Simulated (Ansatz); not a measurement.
System: Al4Co.

Input

```
crystal:
  lattice:
    - [-1.349879282, 1.349879282, 9.1142010353]
    - [1.349879282, -1.349879282, 9.1142010353]
    - [1.349879282, 1.349879282, -9.1142010353]
  atoms:
    - { symbol: Al, position: [0.8061711502, 0.8061711502, 0.0] }
    - { symbol: Al, position: [0.4190510518, 0.4190510518, 0.0] }
    - { symbol: Al, position: [0.1938288498, 0.1938288498, 0.0] }
    - { symbol: Al, position: [0.5809489482, 0.5809489482, 0.0] }
    - { symbol: Co, position: [0.0, 0.0, 0.0] }
basis:
  ecutwfc: 420
kpoints:
  mp_grid: { grid: [14, 14, 14] }
hamiltonian:
  xc: pbe
scf:
  occupations: { method: gaussian, width: 0.1 }
output:
  forces: true
  stress: true
  eigenvalues: true
  write_density: true
  write_potential: true
  elf: true
  volumetric_format: npy
relax:
  adjacent_minimum: "off"
  f_tol: 0.01
  max_steps: 30
  cell: { stress_tol: 0.1, fix: [volume] }
```

Command:

```sh
ansatz run input.yaml --threads 1 --pin off --max-ram 2560MiB --backend cpu --events-out ev --progress --plain --runs-dir out
```

Below, planes, directions and counts refer to the conventional cell (a = 2.70 Å, b = 2.70 Å, c = 18.20 Å, α = 90.00°, β = 90.00°, γ = 90.00°).

The fields are those of the run's last geometry, not of the input's.

Space group I4/mmm; a generated structure, not necessarily the stable one; changed on purpose from its base cell (volume × 0.91, shape and atoms relaxed); computed pressure about 12 GPa in this cell; computed without spin polarisation.

Theory: DFT PBE, scalar-relativistic, plane waves, PAW (Ansatz).

Question: What can the converged valence pseudo-density and electron localisation function tell about the bonding?

Answer: Al–Al (2.70 Å): ρ at the midpoint is about 0.24 e/Å³; the ELF peaks at about 0.70 between the atoms.
Co–Co (2.70 Å): ρ at the midpoint is about 0.31 e/Å³; the ELF is about 0.40 at the midpoint.

Question: Does the calculation give a band gap?

Answer: It is metallic or semimetallic at this level of theory: no gap opens.

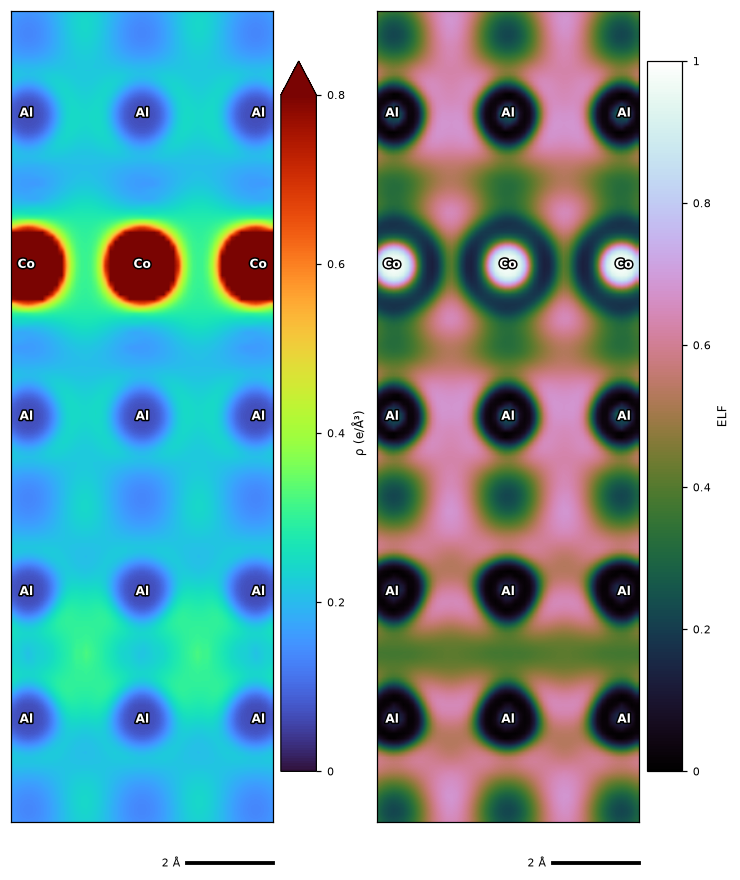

Computed valence pseudo-density and electron localisation function on the (010) plane of the conventional cell, in this order. 
